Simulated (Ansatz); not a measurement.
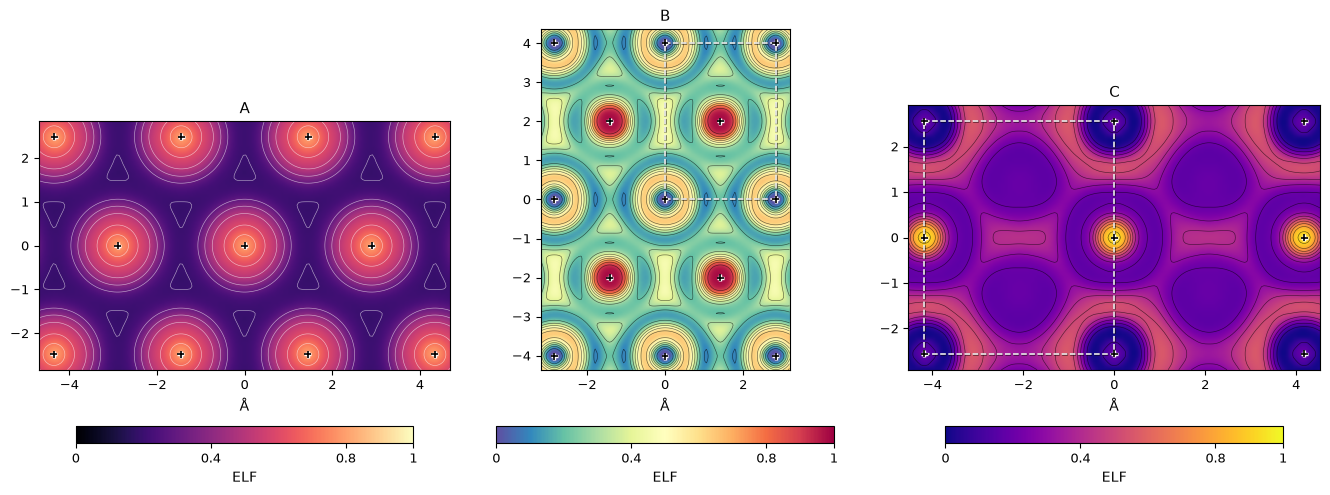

The electron localisation function of 3 systems, each on a plane through atoms (crosses mark nuclei in the plane).

Computed with DFT PBEsol, scalar-relativistic, plane waves, PAW (Ansatz).

System 1: AlCu$_{3}$, the (001) plane of the conventional cell. Space group Pmmn; a structure from a database of computed crystals, not necessarily the ambient phase; computed without spin polarisation.

```cif
data_structure
_symmetry_space_group_name_H-M 'P 1'
_symmetry_Int_Tables_number 1
_cell_length_a 4.1756
_cell_length_b 5.1183
_cell_length_c 4.4727
_cell_angle_alpha 90.000
_cell_angle_beta 90.000
_cell_angle_gamma 90.000
_cell_volume 95.59
loop_
_atom_site_label
_atom_site_type_symbol
_atom_site_fract_x
_atom_site_fract_y
_atom_site_fract_z
_atom_site_occupancy
Al1 Al 0.00000 0.00000 0.66423 1
Al2 Al 0.50000 0.50000 0.33577 1
Cu1 Cu 0.00000 0.50000 0.66808 1
Cu2 Cu 0.50000 0.00000 0.33192 1
Cu3 Cu 0.00000 0.25102 0.16391 1
Cu4 Cu 0.00000 0.74898 0.16391 1
Cu5 Cu 0.50000 0.24898 0.83609 1
Cu6 Cu 0.50000 0.75102 0.83609 1
```

System 2: TiCo, the (101̄) plane of the conventional cell. Space group Pm-3m; a structure from a database of computed crystals, not necessarily the ambient phase; changed on purpose from its base cell (strain -0.050 along x and y, -0.050 along z, atoms carried along); computed pressure about 24 GPa in this cell; spin-polarised.

System 3: Au, the (010) plane of the calculation cell. Space group R-3m; changed on purpose from its base cell (all atoms moved at random, sigma 0.05 A a component, cell strained at random, sigma 0.06; relaxed back).

### Which map belongs to which system?

Panel A is system 3, Au: the plane holds Au. Au–Au (2.88 Å): the ELF is about 0.20 at the midpoint: no shared electron pair shows on this line. Panel B is system 2, TiCo: the plane holds Ti and Co. Ti–Co (2.46 Å): the ELF is about 0.20 at the midpoint: no localised pair shows between them. Panel C is system 1, AlCu$_{3}$: the plane holds Al and Cu. Al–Cu (2.56 Å): the ELF is about 0.40 at the midpoint.
